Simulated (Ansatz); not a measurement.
**WC: density, localisation and related maps**

Input file:

```
crystal:
  lattice:
    - [2.900501436, 0.0, 0.0326306412]
    - [-1.450250718, 2.5119079273, -0.0163153206]
    - [0.03182625, 0.0, 2.829]
  atoms:
    - { symbol: W, position: [0.0, 0.0, 0.0] }
    - { symbol: C, position: [0.6666666667, 0.3333333333, 0.5] }
basis:
  ecutwfc: 420
kpoints:
  mp_grid: { grid: [18, 18, 16] }
hamiltonian:
  xc: pbe
scf:
  occupations: { method: gaussian, width: 0.15 }
output:
  forces: true
  stress: true
  eigenvalues: true
  write_density: true
  write_potential: true
  elf: true
  volumetric_format: npy
```

Run with:

```sh
ansatz run input.yaml --threads 1 --pin off --max-ram 2560MiB --backend cpu --events-out ev --progress --plain --runs-dir out
```

Below, planes, directions and counts refer to the conventional cell (a = 2.90 Å, b = 5.02 Å, c = 2.83 Å, α = 90.00°, β = 91.29°, γ = 90.00°).

Space group C2; changed on purpose from its base cell (strain +0.0225 x Voigt [0, 0, 0, 0, 1, 0], atoms carried along); computed pressure about 9 GPa in this cell.

Level of theory: DFT PBE, scalar-relativistic, plane waves, PAW in Ansatz.

In a PAW calculation such maps are meaningful between the atoms, not at the nuclei.

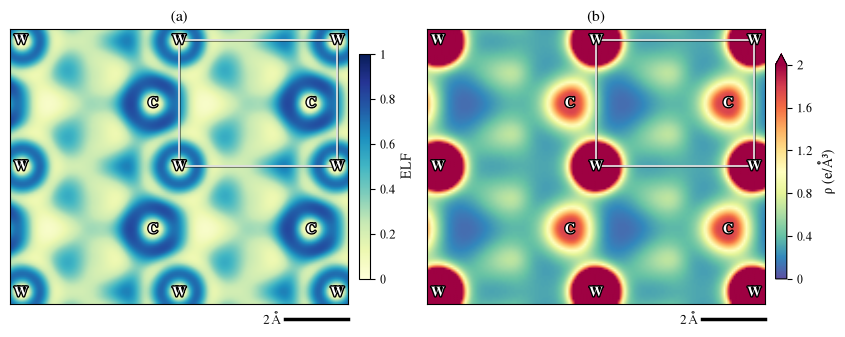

Figure 1. (a) electron localisation function; (b) valence electron density on the (101̄) plane of the conventional cell.

> What does the map show?

The section cuts through W and C sites.
W–C (2.17 Å): ρ at the midpoint is about 0.7 e/Å³; the ELF peaks at about 0.80 in the valence shell of C, 0.7 Å from its nucleus, and is about 0.30 at the midpoint.
Between the atoms the lowest density in this plane is 0.11 e/Å³.
The features right at W lie inside the PAW spheres, where the map follows smoothed inner orbitals and isn't to be read closely.

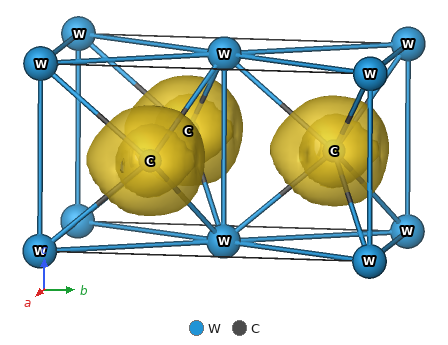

Figure 2. Isosurface of the electron localisation function at 0.7 (yellow), seen slightly off an axis. Only the valence region is drawn (cores and ρ < 0.01 e/Å³ removed). Sticks mark near contacts.

> Describe the localisation domains.

The surface consists of two regions wrapped around C (the valence shell of each), counted in one cell of 4 atoms. Regions shared between cells count once. Along the contacts the grid gives the following. W–W (2.83 Å): the ELF is about 0.30 at the midpoint.

> Does the calculation make it a metal, or give it a gap?

It is gapless in this calculation (a metal or semimetal).
